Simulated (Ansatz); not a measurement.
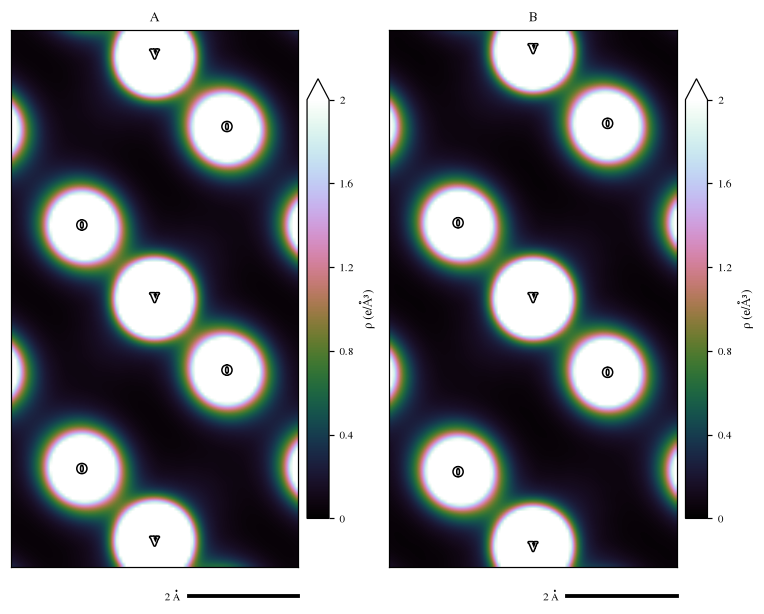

VO$_{2}$. The valence pseudo-density of two cells that differ in size, on the (001) plane of each (indices in the axes of the calculation cell), at one length scale and on one colour scale: B has 9.7 Å³ an atom and A 9.1.

Theory: DFT r2SCAN, scalar-relativistic, plane waves, PAW (Ansatz 0.2.0).

The density is the valence pseudo-density of a PAW calculation; it isn't the true density close to the nuclei.

The larger cell:

```
V O
1.0
     4.54063    0.00000    0.00000
     0.00000    4.54063    0.00000
     0.00000    0.00000    2.82984
V O
2 4
Direct
  0.00000 0.00000 0.00000
  0.50000 0.50000 0.50000
  0.30032 0.30032 0.00000
  0.19968 0.80032 0.50000
  0.69968 0.69968 0.00000
  0.80032 0.19968 0.50000
```

The smaller cell: a = 4.442 Å, b = 4.442 Å, c = 2.779 Å, α = 90.00°, β = 90.00°, γ = 90.00°.

### What does the compression do to the bonding and the properties?

From the larger cell to the smaller, V–O goes from 1.93 to 1.87 Å, and the density at its midpoint from 0.71 to 0.83 e/Å³; the pressure goes from 0.0 to 18 GPa.
